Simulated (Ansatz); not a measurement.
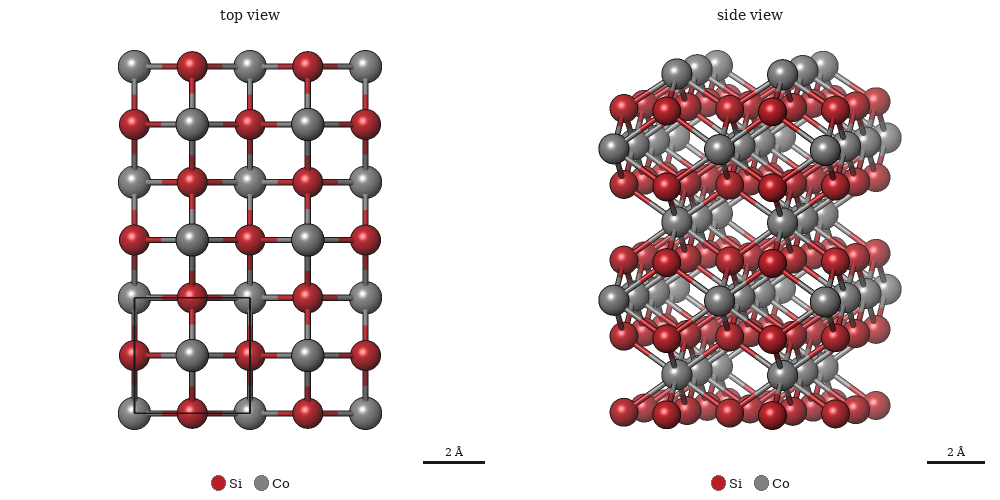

CoSi2(100) (Fm-3m bulk, 10 atomic planes (those closer than 0.6 Å count as one), 12 Å, Co-terminated), seen from above and from the side.

The calculation used Ansatz, DFT PBE, scalar-relativistic, plane waves, PAW. Cutoff 420 eV, 13 × 13 k-points, Gaussian smearing 0.1 eV, dipole correction. The slab is a cut without reconstruction beyond its cell, at the source's lattice constants, with its lower half held fixed and the rest relaxed. No spin polarisation (the relaxation was started with spin and lost its moment; a magnetic state may still lie lower). The run couldn't confirm all of its levels under its output density. The run warns that the functional's potential is rough in the thin density of the vacuum, where the tip is; weak contrasts and barriers may feel it.

The STM signal is simulated in the Tersoff–Hamann approximation. Bias windows are sharp sums over the levels of the k mesh.

Input file:

```yaml
crystal:
  lattice:
    - [3.79362788, 0.0, 0.0]
    - [0.0, 3.79362788, 0.0]
    - [0.0, 0.0, 29.0712498904]
  atoms:
    - { symbol: Si, position: [0.5, 0.0, 0.2923850895] }
    - { symbol: Si, position: [0.0, 0.5, 0.2923850895] }
    - { symbol: Co, position: [0.5, 0.5, 0.3385217339] }
    - { symbol: Si, position: [0.0, 0.5, 0.3846583784] }
    - { symbol: Si, position: [0.5, 0.0, 0.3846583784] }
    - { symbol: Co, position: [0.0, 0.0, 0.4307950333] }
    - { symbol: Si, position: [0.5, 0.0, 0.4769316778] }
    - { symbol: Si, position: [0.0, 0.5, 0.4769316778] }
    - { symbol: Co, position: [0.5, 0.5, 0.5236247156] }
    - { symbol: Si, position: [0.0, 0.5, 0.5686795111] }
    - { symbol: Si, position: [0.5, 0.0, 0.5686795111] }
    - { symbol: Co, position: [0.0, 0.0, 0.6144020961] }
    - { symbol: Si, position: [0.5, 0.0, 0.6608308385] }
    - { symbol: Si, position: [0.0, 0.5, 0.6608308385] }
    - { symbol: Co, position: [0.5, 0.5, 0.7032055393] }
basis:
  ecutwfc: 420.0
  fft_grid_basis: typed
kpoints:
  mp_grid: { grid: [13, 13, 1] }
hamiltonian:
  xc: pbe
  pseudopotentials: { kind: paw }
scf:
  occupations: { method: gaussian, width: 0.1 }
output:
  forces: true
  eigenvalues: true
  band_densities:
    - { e_range: [-2.0, -1.0] }
    - { e_range: [-1.0, -0.5] }
    - { e_range: [-0.5, -0.25] }
    - { e_range: [-0.25, 0.0] }
    - { e_range: [0.0, 0.25] }
    - { e_range: [0.25, 0.5] }
    - { e_range: [0.5, 1.0] }
    - { e_range: [1.0, 1.5] }
  band_residual_tolerance: 1.0e-05
  write_potential: true
  elf: true
  write_density: true
  volumetric_format: npy
efield:
  axis: 3
  dipole_correction: true
  ramp_width: 0.04
checkpoint:
  read: start.run
  write: ck
  compress: false
  write_wavefunctions: false
  write_every: 100000
```

Launched as:

```sh
ansatz run input.yaml --threads 2 --pin off --max-ram 4423MiB --backend cpu --events-out ev --progress --plain --runs-dir out
```

This step took 41 s on 2 threads of Intel(R) Xeon(R) 6975P-C (Granite Rapids) (shared host), peak memory 1.2 GiB; the relaxation before it isn't counted.

### Predict the constant-height image 5.0 Å above the topmost atom at −0.25 V.

The brightest spots lie over the top Co atoms; the darkest points are over the sites above the Co atoms 2.6 Å below the top plane. The brightest point carries 1.2 times the current of the darkest. So weak a contrast (1.17 times) depends on the k-mesh and on the tip.

### What does a constant-height image 3.5 Å above the topmost atom show at +1.50 V?

The brightest spots lie over the top Co atoms; the darkest points are over the sites above the Co atoms 2.6 Å below the top plane. The brightest point carries 1.5 times the current of the darkest.

The computed images, with the atoms seen from above drawn over one corner (deeper ones smaller):

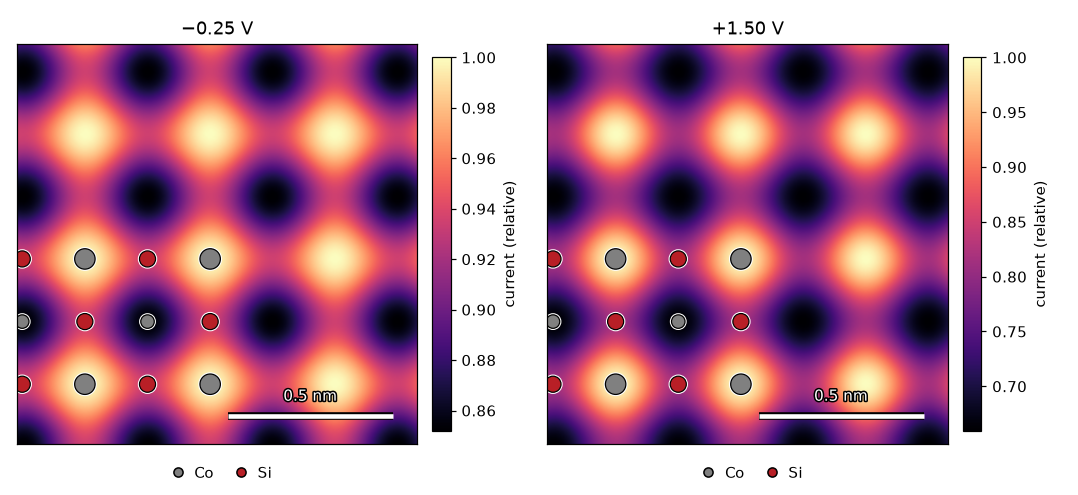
